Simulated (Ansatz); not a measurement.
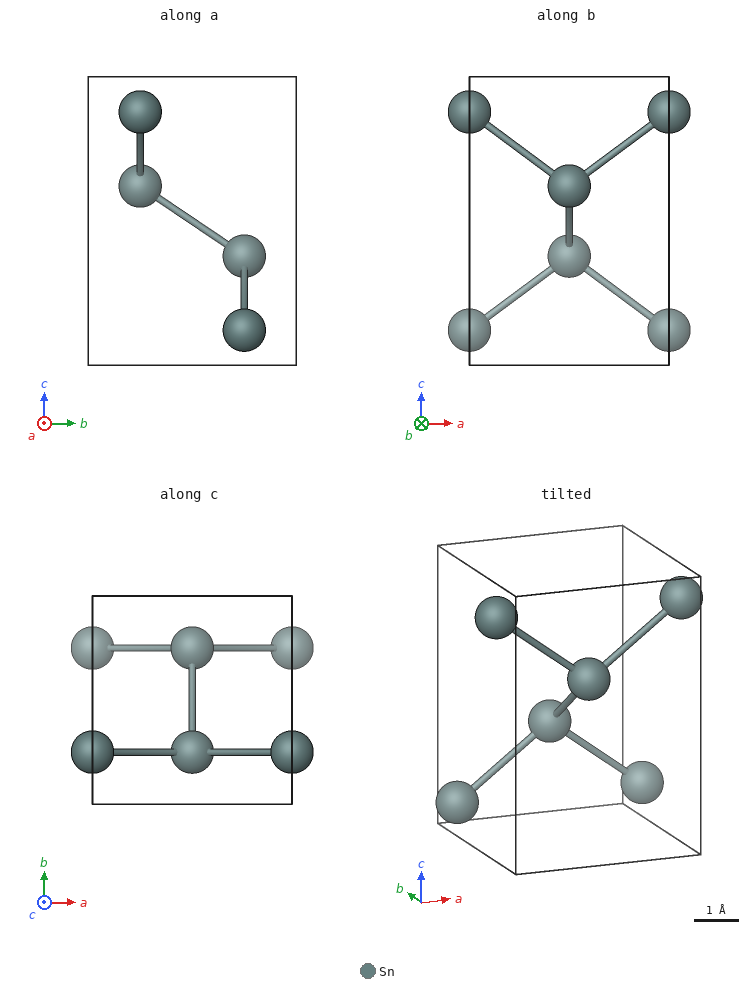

A ball-and-stick picture of a crystal structure, seen along the a axis, along the b axis, along the c axis and slightly off an axis. Thin lines show the conventional unit cell, with boundary atoms drawn in all their periodic places.

Lattice parameters: a = 4.5469 Å, b = 4.7429 Å, c = 6.5689 Å, α = 90.000°, β = 90.000°, γ = 90.000°.

Turn the picture into a CIF in P1 with every atom of the cell, with free fractional coordinates to two decimals.

Answer.
```cif
data_structure
_symmetry_space_group_name_H-M 'P 1'
_symmetry_Int_Tables_number 1
_cell_length_a 4.5469
_cell_length_b 4.7429
_cell_length_c 6.5689
_cell_angle_alpha 90.000
_cell_angle_beta 90.000
_cell_angle_gamma 90.000
_cell_volume 141.66
loop_
_atom_site_label
_atom_site_type_symbol
_atom_site_fract_x
_atom_site_fract_y
_atom_site_fract_z
_atom_site_occupancy
Sn1 Sn 0.00 0.75 0.12 1
Sn2 Sn 0.50 0.75 0.38 1
Sn3 Sn 0.50 0.25 0.62 1
Sn4 Sn 0.00 0.25 0.88 1
```

It goes back to a structure type filled with this element by a generator (whether the element takes this form wasn't checked). The cell was then strained or its atoms displaced on purpose. A calculation with Ansatz used it as input.
